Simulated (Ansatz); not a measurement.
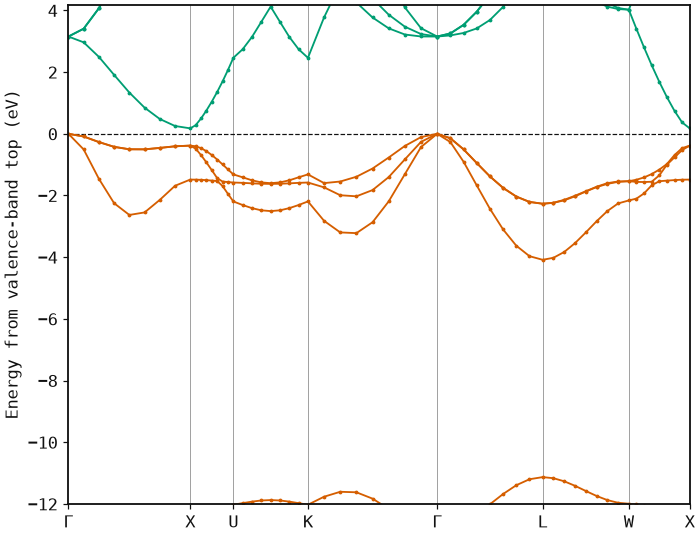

Band structure. Energies are counted from the top of the valence band. The path runs straight from each named point to the next.

What lattice type does the k path imply?

Answer. A face-centred cubic lattice: the path Γ–X–U–K–Γ–L–W–X runs through the special points of its Brillouin zone.

The Ansatz input:

```
crystal:
  lattice:
    - [0.0, 2.4385, 2.4385]
    - [2.4385, 0.0, 2.4385]
    - [2.4385, 2.4385, 0.0]
  atoms:
    - { symbol: "Y", position: [0.0, 0.0, 0.0] }
    - { symbol: "N", position: [0.5, 0.5, 0.5] }
kpoints:
  mp_grid: { grid: [9, 9, 9] }
  band_path:
    path:
      - [0.0, 0.0, 0.0]
      - [0.5, 0.0, 0.5]
      - [0.625, 0.25, 0.625]
      - [0.375, 0.375, 0.75]
      - [0.0, 0.0, 0.0]
      - [0.5, 0.5, 0.5]
      - [0.5, 0.25, 0.75]
      - [0.5, 0.0, 0.5]
    npoints: 8
scf:
  occupations: { method: fermi_dirac, width: 0.03 }
hamiltonian:
  xc: pbe
  pseudopotentials: { kind: all_electron, datasets: crystal }
output:
  forces: true
  stress: true
  eigenvalues: true
  efg: { contact_densities: true }
```

Read off the fundamental gap and say whether it is direct.

Answer. The material is gapped. The gap along this path is 0.18 eV and indirect, from the valence-band top at Γ to the conduction-band bottom at X; the smallest direct gap is 0.56 eV, at X.

What are the direct gaps at W, K and X?

Answer. The direct gaps are 5.56 eV at W, 3.78 eV at K and 0.56 eV at X.

How many bands meet at the valence-band top?

Answer. Three bands meet at the valence-band top at Γ: it is triply degenerate (spin aside).
